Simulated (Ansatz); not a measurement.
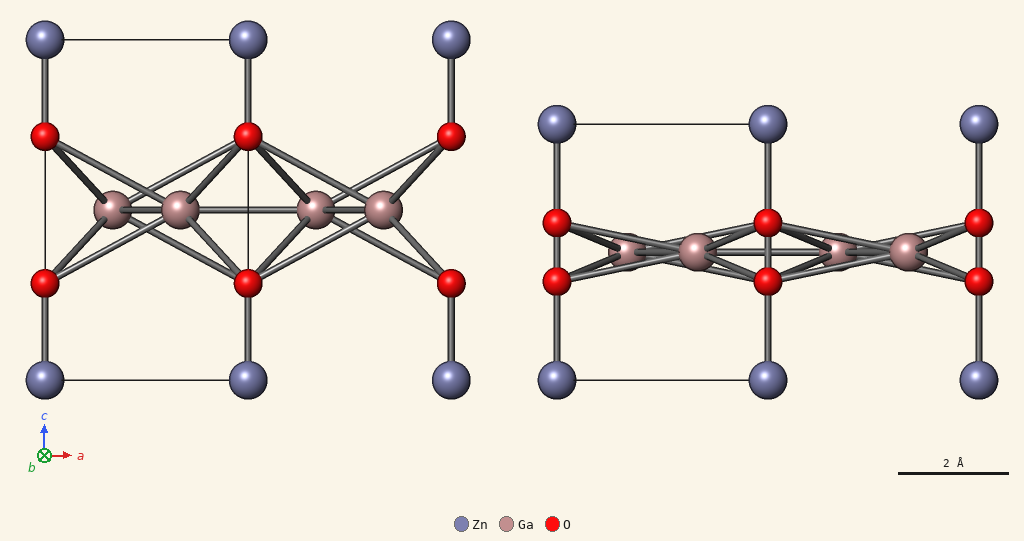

Two geometries of crystalline ZnGa$_{2}$O$_{2}$ (a generated structure, set up in P6/mmm) (coarse preliminary run), drawn at one scale. One is the start of a relaxation, the other its converged end. The picture is a ball-and-stick view of the cell of the calculation, repeated 2 × 1 × 1 with one cell outlined, seen along the b axis.

Computed with Ansatz, DFT PBE, scalar-relativistic, plane waves, PAW. Set-up: plane-wave cutoff 420 eV; k-point mesh 6 × 6 × 4; occupations gaussian; smearing width 0.1 eV; no spin polarisation; cell and atoms relaxed; force threshold 0.04 eV/Å; at most 70 steps.

### Which geometry has the lower energy?

The left one is the relaxed one. After 11 accepted moves (13 points after the start) the energy has fallen by 1542 meV per atom. The largest force component goes from 25 to 0.0019 eV/Å. Pressure: 32.70 GPa at the start and 0.06 GPa at the end. At 2 points the geometry stayed and the basis and grid were re-selected for the new cell (energy shift of 68.3 meV per atom at most each time). The largest moves relative to the cell, 0.63 Å, are those of O atoms. Ga and Zn stay in place. The drawn cell changes as follows: a = b 4.454 → 4.289 Å (−3.7 %), c 4.682 → 6.224 Å (+32.9 %); the volume changes by +23.3 %. Some distances before and after: O–O 1.073 → 2.686 Å, Ga–O 2.627 → 2.817 Å, Ga–Ga 2.571 → 2.476 Å, O–Zn 1.804 → 1.769 Å. Bonds break: O–O (1.07 → 2.69 Å). The space group stays P6/mmm (No. 191).
